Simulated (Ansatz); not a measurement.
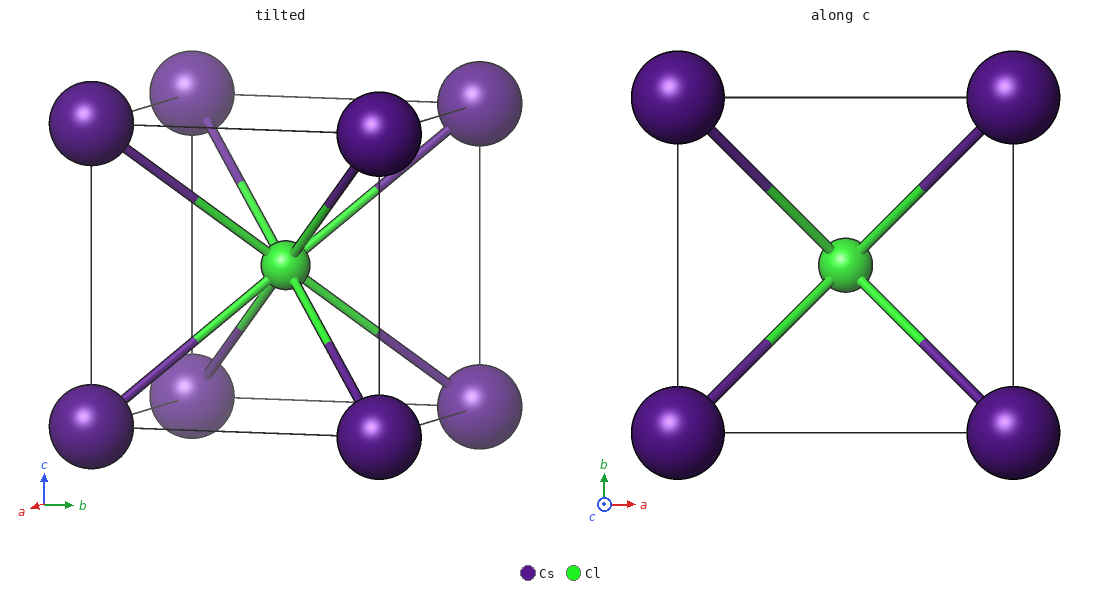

Drawn in the ball-and-stick manner and seen slightly off an axis and along the c axis. The frame is the conventional unit cell; atoms at its boundary are shown with their periodic copies.

CsCl, caesium chloride (CsCl, B2) type, space group Pm-3m (No. 221), a = 3.924 Å, b = 3.924 Å, c = 3.924 Å, α = 90.00°, β = 90.00°, γ = 90.00°. Starting structure: a structure type filled with these elements by a generator (whether the compound takes this form wasn't checked). The cell was then strained or its atoms displaced on purpose. A calculation with Ansatz used it as input.

This one geometry was computed with Ansatz (DFT, plane waves, PAW) at three levels of theory: PBE, r2SCAN and HSE06. It was relaxed with r2SCAN and then strained.

> How does the band gap change with the level of theory?

PBE: a gap of 5.19 eV, direct; r2SCAN: a gap of 5.69 eV, direct; HSE06: a gap of 6.47 eV, direct.

> Collect the results in a table.

| level | cutoff (eV) | k-mesh of the run's cell | gap (eV) | pressure (GPa) |
| --- | --- | --- | --- | --- |
| PBE | 420 | 6×6×6 | 5.19 | 5.1 |
| r2SCAN | 500 | 6×6×6 | 5.69 | 4.5 |
| HSE06 | 420 | 4×4×4 | 6.47 | 4.7 |

Gaps are taken on the k-mesh or band path of each run.
